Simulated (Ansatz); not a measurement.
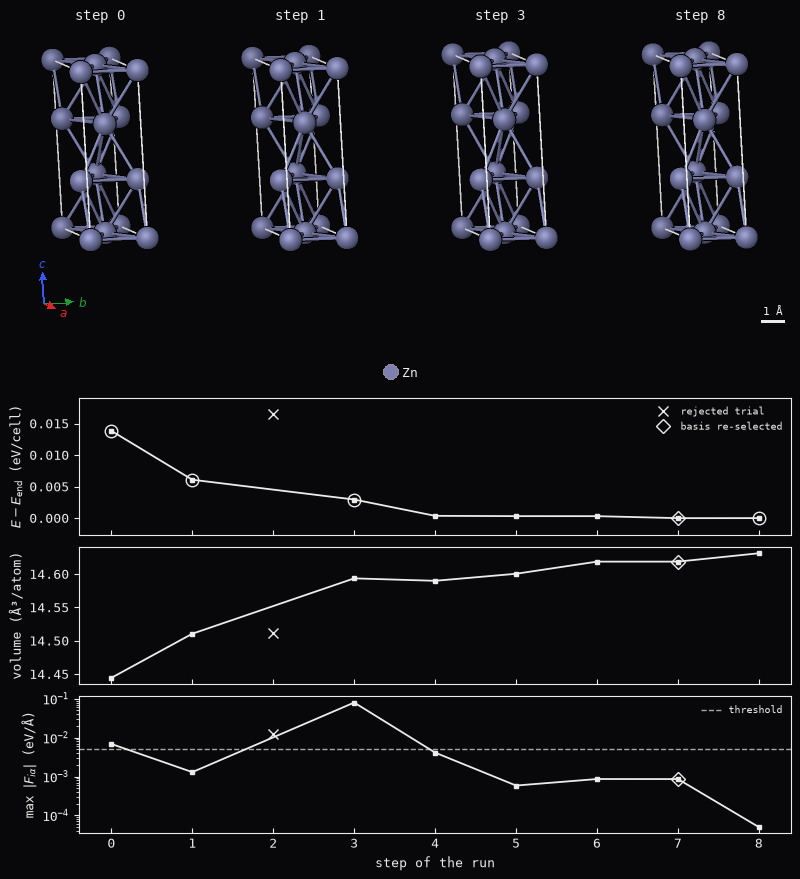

Frames of a relaxation of crystalline Zn (set up in C2/m), marked on the history of the run. Style: ball-and-stick. Shown: the conventional cell (2 times the calculation's cell), slightly off an axis. Lengths and directions refer to the drawn axes.

Level of theory: Ansatz 0.2.0, DFT r2SCAN, scalar-relativistic, plane waves, PAW.

Input file:
```yaml
crystal:
  lattice:
    - [2.2681701736, -1.30848701, 0.0]
    - [2.2681701736, 1.30848701, 0.0]
    - [-1.5917165425, 0.0, 7.3004081919]
  atoms:
    - { symbol: Zn, position: [0.0, 0.0, 0.0] }
    - { symbol: Zn, position: [0.22198214, 0.22198214, 0.66549502] }
    - { symbol: Zn, position: [0.77801786, 0.77801786, 0.33450498] }
basis:
  ecutwfc: 500
kpoints:
  mp_grid: { grid: [18, 18, 6] }
hamiltonian:
  xc: r2scan
scf:
  occupations: { method: gaussian, width: 0.1 }
output:
  forces: true
  stress: true
  eigenvalues: true
relax:
  adjacent_minimum: "off"
  f_tol: 0.005
  max_steps: 80
  cell: { stress_tol: 0.05 }
```

Command:
```bash
ansatz run input.yaml --threads 1 --pin off --max-ram 1331MiB --backend cpu --events-out ev --progress --plain --runs-dir out
```

Describe the path.

Answer. The run was cut off at its time limit before the program reported convergence, but its last step already meets the force threshold: the largest component is under 0.0001 eV/Å against 0.005 eV/Å. The pressure is within 0.02 GPa of its target. Over 6 accepted moves (8 points after the start) the energy falls by 13.8 meV per cell of the calculation. Largest force component: 0.0069 eV/Å at the start, under 0.0001 eV/Å at the end. Pressure: −0.23 GPa at the start and −0.02 GPa at the end. The line search rejected the trial step at point 2 of the run. At 1 point the geometry stayed and the basis and grid were re-selected for the new cell (energy shift of 0.3 meV per cell of the calculation at most each time). The largest moves relative to the cell, 0.004 Å, are those of Zn2 and Zn3. Zn2 goes along [−2 0 −3]. The volume changes by +1.3 %, with a 4.536 → 4.488 Å (−1.1 %), b 2.617 → 2.589 Å (−1.1 %), c 7.472 → 7.703 Å (+3.1 %), β 102.3° → 101.2°. Some distances before and after: Zn1–Zn2 2.865 → 2.940 Å, Zn2–Zn3 2.837 → 2.906 Å, Zn1–Zn2 (another image) 2.887 → 2.941 Å, Zn2–Zn3 (another image) 2.857 → 2.907 Å. The space group (tolerance 0.01 Å) goes from C2/m (No. 12) to R-3m (No. 166). From step 0 to 1: volume +0.5 %, energy −7.8 meV per cell of the calculation. From step 1 to 3: Zn atoms move most (0.03 Å), volume +0.6 %, energy −3.1 meV per cell of the calculation. From step 3 to 8: Zn atoms move most (0.03 Å), volume +0.3 %, energy −2.9 meV per cell of the calculation.
